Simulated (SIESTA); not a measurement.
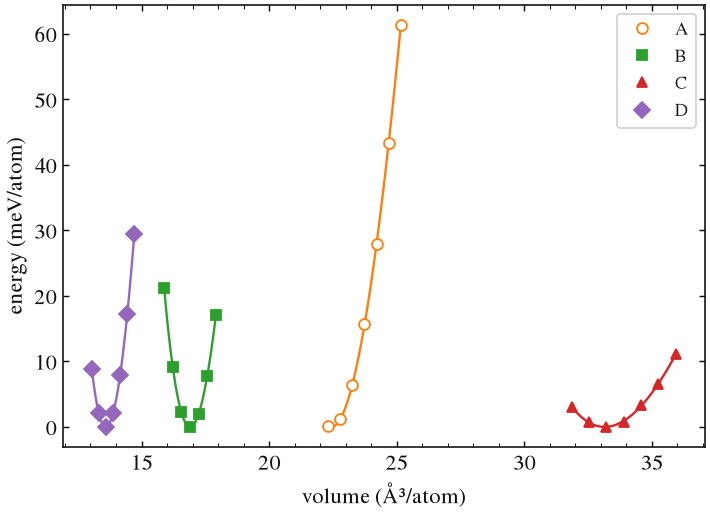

The figure shows the energy against volume, with one curve for each compound, for CaO, CdSe, NaI and SrO (all in space group Fm-3m (No. 225)). The labels are replaced by letters.

Computed with SIESTA 5.4.2: DFT in numerical atomic orbitals with pseudopotentials, no spin polarisation; energies at scaled volumes of the given cell, shape and fractions fixed, counted from the fit's minimum, third-order Birch-Murnaghan fit. Level: PBEsol.

```tsv
setting	value
occupations	Fermi–Dirac
smearing width	0.05 eV
potentials	PseudoDojo 0.4 standard, converted to PSML, two zetas on semicore shells
```

Q: Which letter stands for which compound?

A: A: CdSe; B: SrO; C: NaI; D: CaO.

Note: mulliken charges of long orbitals.
